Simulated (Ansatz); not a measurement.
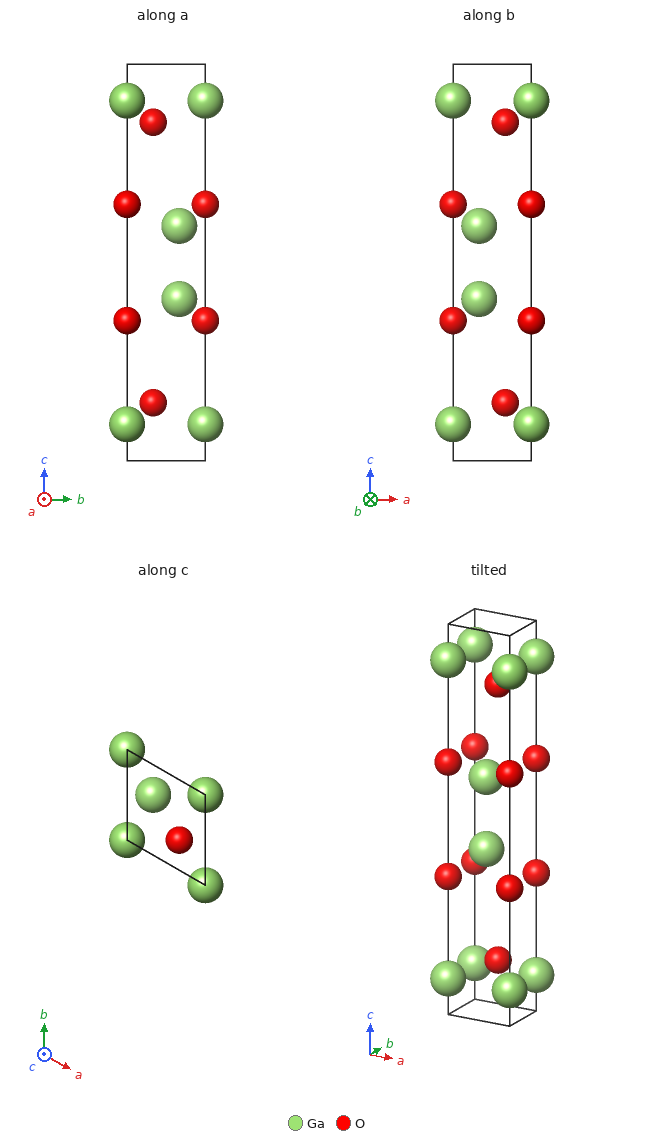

This spheres-only model is shown along the a axis, along the b axis, along the c axis and slightly off an axis. Thin lines show the conventional unit cell, with boundary atoms drawn in all their periodic places.

Lattice parameters: a = 3.0595 Å, b = 3.0595 Å, c = 13.4259 Å, α = 90.000°, β = 90.000°, γ = 120.000°.

Put the structure into a CIF with its space group and independent sites, with free fractional coordinates to two decimals.

Answer.
```cif
data_structure
_symmetry_space_group_name_H-M 'P -6 m 2'
_symmetry_Int_Tables_number 187
_cell_length_a 3.0595
_cell_length_b 3.0595
_cell_length_c 13.4259
_cell_angle_alpha 90.000
_cell_angle_beta 90.000
_cell_angle_gamma 120.000
_cell_volume 108.84
loop_
_atom_site_label
_atom_site_type_symbol
_atom_site_symmetry_multiplicity
_atom_site_Wyckoff_symbol
_atom_site_fract_x
_atom_site_fract_y
_atom_site_fract_z
_atom_site_occupancy
Ga1 Ga 2 h 0.3333 0.6667 0.41 1
Ga2 Ga 2 g 0.00 0.00 0.09 1
O1 O 2 i 0.6667 0.3333 0.15 1
O2 O 2 g 0.00 0.00 0.35 1
```

Origin of the cell: a structure type filled with these elements by a generator (whether the compound takes this form wasn't checked). Earlier steps of the study, as a rule a relaxation of our own, may have changed the cell and positions, so they can lie some per cent off the listed ones. It was run through Ansatz as a DFT input.
